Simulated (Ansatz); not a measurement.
# From LDA to G0W0: BaH2 (Pnma)

How far does one-shot GW move the LDA gap of BaH2 (Pnma)?

Calculated with Ansatz 0.2.0; LDA, then G0W0 on it, plane waves, PAW.

## Step 1: The structure

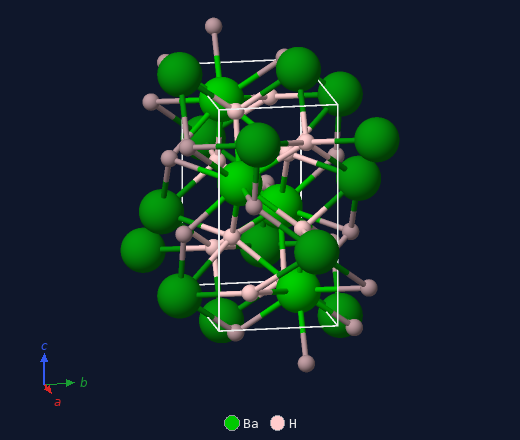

The starting structure, seen slightly off an axis (barium green, hydrogen pink). Some periodic images of atoms are drawn too.

The cell and positions come from the Crystallography Open Database and are kept as given unless a step says otherwise. Spin-orbit coupling is left out unless a step names it.

The logs state that the PAW files were generated under PBE.

## Step 2: Bands along the symmetry lines

Levels along a band path and on the mesh show where this functional puts the band edges.

This step: DFT, LDA, plane waves, PAW; PAW set soft_1.

File input.yaml:

```yaml
crystal:
  lattice:
    - [6.792, 0.0, 0.0]
    - [0.0, 4.168, 0.0]
    - [0.0, 0.0, 7.858]
  atoms:
    - { symbol: Ba, position: [0.26029, 0.25, 0.88863] }
    - { symbol: Ba, position: [0.23971, 0.75, 0.38863] }
    - { symbol: Ba, position: [0.76029, 0.25, 0.61137] }
    - { symbol: Ba, position: [0.73971, 0.75, 0.11137] }
    - { symbol: H, position: [0.043, 0.25, 0.174] }
    - { symbol: H, position: [0.457, 0.75, 0.674] }
    - { symbol: H, position: [0.543, 0.25, 0.326] }
    - { symbol: H, position: [0.957, 0.75, 0.826] }
    - { symbol: H, position: [0.646, 0.25, 0.9135] }
    - { symbol: H, position: [0.854, 0.75, 0.4135] }
    - { symbol: H, position: [0.146, 0.25, 0.5865] }
    - { symbol: H, position: [0.354, 0.75, 0.0865] }
kpoints:
  mp_grid: { grid: [4, 6, 4] }
  band_path:
    path:
      - [[0.0, 0.0, 0.0], [0.5, 0.0, 0.0], [0.5, 0.5, 0.0], [0.0, 0.5, 0.0], [0.0, 0.0, 0.0], [0.0, 0.0, 0.5], [0.5, 0.0, 0.5], [0.5, 0.5, 0.5], [0.0, 0.5, 0.5], [0.0, 0.0, 0.5]]
      - [[0.5, 0.0, 0.0], [0.5, 0.0, 0.5]]
      - [[0.0, 0.5, 0.0], [0.0, 0.5, 0.5]]
      - [[0.5, 0.5, 0.0], [0.5, 0.5, 0.5]]
    npoints: 10
hamiltonian:
  xc: lda
  pseudopotentials: { kind: paw, azcp: { folder: soft_1 }, xc_functional: pbe }
scf:
  occupations: { method: fermi_dirac, width: 0.02 }
  n_extra_bands: 8
output:
  eigenvalues: true
  write_density: true
  write_potential: true
  elf: true
  volumetric_format: npy
```

Launch:

```sh
> ansatz run input.yaml --threads 3 --pin off --max-ram 92160MiB --backend cuda --events-out ev --progress --plain --runs-dir out --devices 1 --max-vram 13GiB
```

Numbers of over 12 decimals in the logs are rounded to 6 here.

The log of the run:

```text
scf.n_extra_bands = 8 over 24 filled bands (N_el = 48.0): the run solves 32 bands
GPUs: using 1 of 1 available (devices: 1).
Engine: ansatz 0.2.0, x86_64-unknown-linux-gnu
Pseudopotentials: kind: paw
Pseudopotential: Ba, paw, valence charge 10, recommended cutoff 420 eV (normal), soft_1/Ba.paw.azcp
Pseudopotential: H, paw, valence charge 1, recommended cutoff 420 eV (normal), soft_1/H.paw.azcp
Functional definition: SPW92
  exchange = slater_x
  correlation = pw_c
device memory: the entry about to start is reckoned to put 4.0 GiB on a device that reports 57.7 GiB free (of which the cap on the GPU budget leaves the run 13.0 GiB)
GPU FFT provider: cuFFT
GPU libraries: cuBLAS 13.8.2, cuFFT 12.4.0, cuSOLVER 12.3.4
Crystal: 12 atoms, lattice volume = 222.453 Å³
Basis set: ecut = 420 eV, 4329 PW (Γ)
Bands: 32, of which v1, the nominal top of the filled ones, is band 24 counted from 1 (23 counted from 0)
Symmetry: 8 space group operations
Space group: Pnma (ITA 62), of the structure as read, at distance tolerance 6.1e-5 Å
k-points: 36 of 96
Non-local potential: Ba, projectors of the file, l = 0: 3, l = 1: 2, l = 2: 2, l = 3: 2
Non-local potential: H, projectors of the file, l = 0: 2, l = 1: 1
PAW form: soft (Blöchl's): semilocal exchange-correlation on the pseudo side does not see the compensation charge
PAW frozen core: Ba, regenerated for the run's functional, and the local potential with it (the file was generated under x = pbe(κ = 0.804, μ = 0.219515), c = pbe(β = 0.066725))
PAW one-centre angular grid: Ba, 194 points (default); XC on 64 Gauss nodes
PAW one-centre angular grid: H, 110 points (default); XC on 64 Gauss nodes
Initial density: superposition of atomic densities (chi_scale 0.1, normalization cell, long waves kept (reshape's long-wave potential 0.00 eV rms))
Initial wavefunctions: pseudopotential atomic-orbital guess
GPU buffer pool allocated for 77760 grid points (all kernels)
GPU transforms: local potential and band sums: pruned to the plane-wave sphere, on 45×27×54
Functional: x = slater, c = lda
SCF iter   1: F=—  HF=-23251.745677 eV  |F-HF|=—  |Δ(HF+E_count)|=         —  Δρ=4.16e-2  dr2=4.75e0  ethr=3.10e-3  ⟨swp⟩=10.5  Hψ=6394  notcnv=0
preconditioner: auto → Resta (q_TF=auto, 2.113 Å⁻¹)  ε∞=3.0  [insulator: Δε(μ)=3.236 eV  Ē_g=11.221 eV  σ=0.020 eV  W_gap=1.00  n_scr=38 (ndim 8)  ℏωp=15.7 eV  f_vac=0.000  D(μ)=0.00/eV (n_scr^D=0)  ε∞_Penn≈3.0]
SCF iter   2: F=—  HF=-23250.418431 eV  |F-HF|=—  |Δ(HF+E_count)|=    1.33e0  Δρ=1.69e-2  dr2=9.11e-1  ethr=3.10e-3  ⟨swp⟩=2.0  Hψ=1908  notcnv=0  defer=108
SCF iter   3: F=—  HF=-23250.180506 eV  |F-HF|=—  |Δ(HF+E_count)|=   2.38e-1  Δρ=3.28e-3  dr2=1.77e-2  ethr=1.90e-3  ⟨swp⟩=2.0  Hψ=1511  notcnv=0  defer=108
SCF iter   4: F=—  HF=-23250.186639 eV  |F-HF|=—  |Δ(HF+E_count)|=   6.13e-3  Δρ=3.67e-4  dr2=3.86e-4  ethr=3.69e-5  ⟨swp⟩=2.9  Hψ=1857  notcnv=0  defer=108
SCF iter   5: F=—  HF=-23250.186674 eV  |F-HF|=—  |Δ(HF+E_count)|=   3.54e-5  Δρ=6.71e-5  dr2=9.03e-6  ethr=8.03e-7  ⟨swp⟩=2.1  Hψ=1392  notcnv=0  defer=108
SCF iter   6: F=—  HF=-23250.186727 eV  |F-HF|=—  |Δ(HF+E_count)|=   5.26e-5  Δρ=1.25e-5  dr2=4.35e-7  ethr=1.88e-8  ⟨swp⟩=2.7  Hψ=1774  notcnv=0  defer=108
SCF iter   7: F=-23250.186727 eV  HF=-23250.186727 eV  |F-HF|=8.08e-10  |Δ(HF+E_count)|=   5.21e-8  Δρ=1.58e-6  dr2=5.45e-9  ethr=2.08e-10  ⟨swp⟩=9.7  Hψ=4147  notcnv=0
SCF 1 converged in 7 iterations: F = -23250.186727 eV  dr2 = 5.45e-9
  greatest PAW one-centre occupation: 0.957 electrons in one spin orbital (limit 2), on the Ba atom at site 3 (counted from 0), in its partial waves of l = 0
device memory: the entry about to start is reckoned to put 2.5 GiB on a device that reports 66.4 GiB free (of which the cap on the GPU budget leaves the run 13.0 GiB)
NSCF: frozen V_eff on 124 k-points
SCF converged after 7 iterations
Free energy (F): -23250.186727 eV
Harris-Foulkes:  -23250.186727 eV  (|F-HF|=8.08e-10)
Internal energy: -23250.186727 eV  (E = F + TS)
E sigma→0 (E₀):  -23250.186727 eV
Fermi energy:    5.834077 eV
--- Per-component energies (eV) ---
  E_band       = -276.104440
  E_kinetic    = 735.292762
  E_local      = -1393.262014  (includes V_loc(G=0)·N_el)
  E_nonlocal   = 388.451460
  E_hartree    = 389.055874
  E_xc         = -853.745017
  E_vxc        = -602.391816  (∫ρ·V_xc dr)
  E_paw        = -20113.442568  (= ΣΔE_a)
  E_vpaw       = -182.299012  (= ΣTr[D̂ρ^β])
  E_aug_tail   = -0.006779  (compensation charges beyond the density's cutoff)
  E_ewald      = -2403.660525
  E_core_change = 1.130079  (= ΣΔE_core)
  E_smearing   = -0.000000  (= −TS)
  E_closure    = 0.000000  (closes the sum)
  Σ components = -23250.186727   (vs F -23250.186727, Δ=0.00e0)
--- Band table (eV; the first three rows and the last of 36) ---
  k-point 0: bands = [... 20 lower, 3.7970, 3.9636, 4.3918, 4.5057, 7.8850, 8.1887, 8.4710, 8.8046, ... 4 higher]
  k-point 1: bands = [... 20 lower, 3.8741, 4.0118, 4.3243, 4.4356, 7.6220, 8.0672, 8.2909, 8.3718, ... 4 higher]
  k-point 2: bands = [... 20 lower, 4.0288, 4.0288, 4.2779, 4.2779, 7.6677, 7.6677, 8.0635, 8.0635, ... 4 higher]
  k-point 35: bands = [... 20 lower, 3.9535, 3.9535, 3.9535, 3.9535, 7.8339, 7.8339, 7.8339, 7.8339, ... 4 higher]
```

Elapsed: 10 s, on 1 × NVIDIA H100 80GB HBM3 (shared by 6 runs) with 3 threads of AMD EPYC 7R13 (Zen 3), shared host; peak memory 1.1 GiB; 7.4 s of CPU time.

This step gave:

* filled bands: 24
* gap: 2.630 eV
* valence top at: k = (0.250, 0.000, 0.000)
* conduction bottom at: k = (0.500, 0.350, 0.000)
* least direct gap: 3.170 eV

Over mesh and path the gap is 2.630 eV, from k = (0.250, 0.000, 0.000) to k = (0.500, 0.350, 0.000). The least direct gap found is 3.170 eV, at k = (-0.500, 0.333, 0.000). On the 4×6×4 mesh alone the same run gives 2.633 eV, so that mesh misses an edge of LDA: 2.633 − 2.630 = +0.003 eV.

The electronic bands at the labelled points (eV, zero at the top of the highest nominally filled band):

| point | band 21 | band 22 | band 23 | band 24 | band 25 | band 26 | band 27 | band 28 |
| --- | --- | --- | --- | --- | --- | --- | --- | --- |
| Γ | -0.73 | -0.56 | -0.13 | -0.02 | 3.36 | 3.67 | 3.95 | 4.28 |
| X | -0.56 | -0.56 | -0.07 | -0.07 | 3.22 | 3.22 | 3.68 | 3.68 |
| S | -0.72 | -0.72 | -0.72 | -0.72 | 2.99 | 2.99 | 2.99 | 2.99 |
| Y | -0.85 | -0.85 | -0.84 | -0.84 | 3.21 | 3.21 | 3.29 | 3.29 |
| Γ | -0.73 | -0.56 | -0.13 | -0.02 | 3.36 | 3.67 | 3.95 | 4.28 |
| Z | -0.49 | -0.49 | -0.24 | -0.24 | 3.15 | 3.15 | 3.54 | 3.54 |
| U | -0.68 | -0.68 | -0.39 | -0.39 | 3.14 | 3.14 | 3.27 | 3.27 |
| R | -0.57 | -0.57 | -0.57 | -0.57 | 3.31 | 3.31 | 3.31 | 3.31 |
| T | -1.04 | -1.04 | -0.47 | -0.47 | 3.44 | 3.44 | 4.10 | 4.10 |
| Z | -0.49 | -0.49 | -0.24 | -0.24 | 3.15 | 3.15 | 3.54 | 3.54 |
| jump to X | -0.56 | -0.56 | -0.07 | -0.07 | 3.22 | 3.22 | 3.68 | 3.68 |
| U | -0.68 | -0.68 | -0.39 | -0.39 | 3.14 | 3.14 | 3.27 | 3.27 |
| jump to Y | -0.85 | -0.85 | -0.84 | -0.84 | 3.21 | 3.21 | 3.29 | 3.29 |
| T | -1.04 | -1.04 | -0.47 | -0.47 | 3.44 | 3.44 | 4.10 | 4.10 |
| jump to S | -0.72 | -0.72 | -0.72 | -0.72 | 2.99 | 2.99 | 2.99 | 2.99 |
| R | -0.57 | -0.57 | -0.57 | -0.57 | 3.31 | 3.31 | 3.31 | 3.31 |

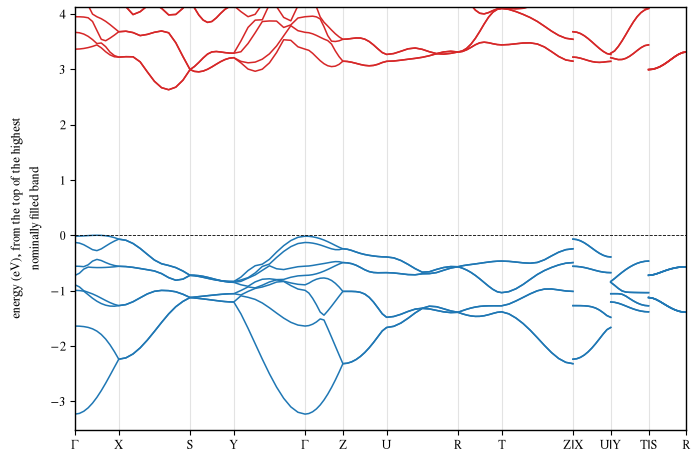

Electronic bands along the path; lines of filled and empty bands in two colours.

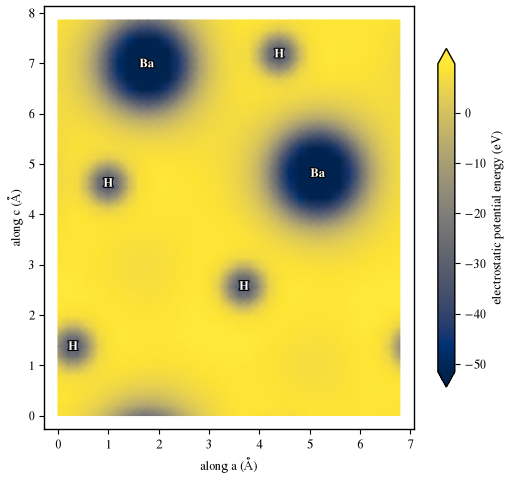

Electrostatic potential energy in the ac plane at fractional y = 0.250, with atoms of Ba and H within 0.2 Å of it. With pseudopotentials it is smooth inside the atoms' cores, unlike the true potential.

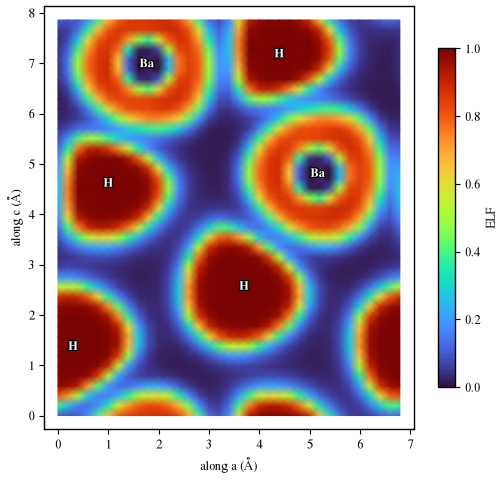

ELF in the ac plane at fractional y = 0.250, with atoms of Ba and H within 0.2 Å of it. It is the smooth field of the valence electrons, not physical close to the nuclei.

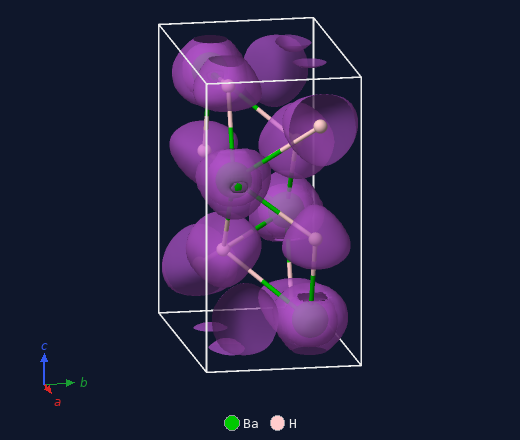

Surface of ELF = 0.85.

(Part 1 of 3 ends here.)

[Paths, hosts, dates, memory and timing lines, banners, echoed tables and standing remarks are left out of the program output.]

[Logs are printed without paths, hosts, clocks, repeated set-up lines and the standing remarks that a program may print on its own settings, such as how far it seeks lower states.]

[Runs of the session that timed out or met a known fault of the program may be left out.]

[Cells called generated may have been cut or substituted from an entry of the Crystallography Open Database or the Materials Project.]

[Hosts, paths, dates, database ids (printed as entryN), source tags and the programs' standing remarks are cut or masked in the printed files.]

[Where an RPA ε∞ is given, it is that of the G0W0 mesh and is not shown converged in it. Names of k-points follow the symmetry that the program found, which can be lower than the space group named. Band edges on a path are those of the sampled points; other points can move an edge, and change direct to indirect where valleys lie close.]

[Hybrid gaps are those of their k-mesh and are not shown converged in it.]
